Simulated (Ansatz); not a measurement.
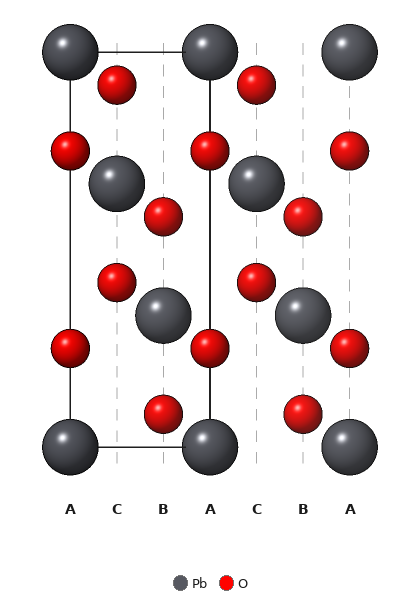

The picture looks along a close-packed row of the hexagonal mesh; [111] points upwards. The dashed lines mark the three columns A (0, 0), B (1/3, 2/3) and C (2/3, 1/3). The box is the hexagonal cell of the face-centred cubic lattice. The sequence starts with the first layer at or above the cell's origin.

System PbO₂ (space group Fm-3m, No. 225); source of the atomic positions: the input geometry of an electronic-structure calculation (not necessarily at equilibrium).

List the layers of one repeat.

Answer. Pb(A) – O(B) – O(A) – Pb(B) – O(C) – O(B) – Pb(C) – O(A) – O(C) (nine layers in 9.36 Å).

Heights of the layers:

```csv
layer,atoms (column),height (Å),to next (Å)
1,Pb(A),0.00,0.78
2,O(B),0.78,1.56
3,O(A),2.34,0.78
4,Pb(B),3.12,0.78
5,O(C),3.90,1.56
6,O(B),5.46,0.78
7,Pb(C),6.24,0.78
8,O(A),7.02,1.56
9,O(C),8.58,0.78
```
